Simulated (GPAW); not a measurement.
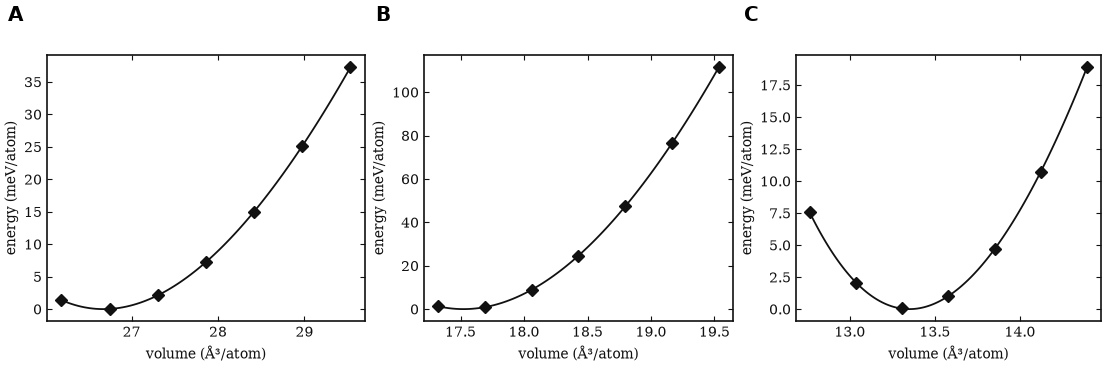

Each panel shows the energy against volume for one of these solids: CaF₂, Fm-3m (No. 225); CuI, F-43m (No. 216); Nb, Im-3m (No. 229).

Method: PAW DFT in plane waves, on a grid or in atomic orbitals, no spin polarisation; energies at scaled volumes of the given cell, shape and fractions fixed, counted from the fit's minimum, third-order Birch-Murnaghan fit (GPAW 26.7.0). Level: PBEsol.

Question: Match the panels to the solids.

Answer: A is CuI (energy from 0.02 meV/atom to 37.23 meV/atom, V0 26.68 Å³/atom, B0 48.3 GPa); B is Nb (energy from 1 meV/atom to 111 meV/atom, V0 17.52 Å³/atom, B0 181 GPa); C is CaF₂ (energy from 0.09 meV/atom to 18.88 meV/atom, V0 13.35 Å³/atom, B0 86 GPa).
